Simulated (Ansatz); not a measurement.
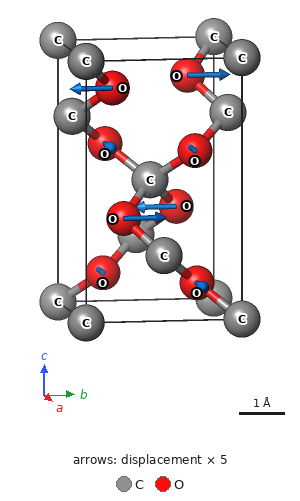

This is a relaxation of crystalline CO₂ (built on the CO2-type type). The starting structure is drawn; blue arrows show the displacements (the part carried along by the change of the cell is left out), 5 times their true length.

Style: ball-and-stick. Shown: the conventional cell (2 times the calculation's cell), slightly off an axis. Lengths and directions refer to the drawn axes.

Method: Ansatz 0.2.0, DFT PBE, scalar-relativistic, plane waves, PAW. Set-up: plane-wave cutoff 420 eV; k-point mesh 12 × 12 × 12; occupations gaussian; smearing width 0.05 eV; no spin polarisation; cell and atoms relaxed; force threshold 0.01 eV/Å; at most 60 steps.

Which element moves most?

Oxygen: up to 0.20 Å, against 0.00 Å for carbon.

What did the optimiser do to the structure, and how much energy did it gain?

The largest moves relative to the cell, 0.20 Å, are those of O atoms. C stays in place. The drawn cell changes as follows: a = b 3.564 → 3.965 Å (+11.3 %), c 5.938 → 5.983 Å (+0.8 %); the volume changes by +24.7 %. Near-neighbour distances that change, for instance: C–O 1.388 → 1.402 Å. Among the angles between lasting bonds that change: C–O–C 113.3° → 124.6°. The space group stays I-42d (No. 122). After 11 accepted moves (16 points after the start) the energy has fallen by 209 meV per atom. Largest force component: 1.6 eV/Å at the start, 0.00013 eV/Å at the end. The pressure goes from 33.73 to 0.00 GPa. The line search rejected the trial step at point 3 of the run. At 4 points the geometry stayed and the basis and grid were re-selected for the new cell (energy shift of 28.9 meV per atom at most each time). The run took 81 s on 4 threads of Arm Neoverse V1, with other jobs on the host, peak memory 0.52 GiB.
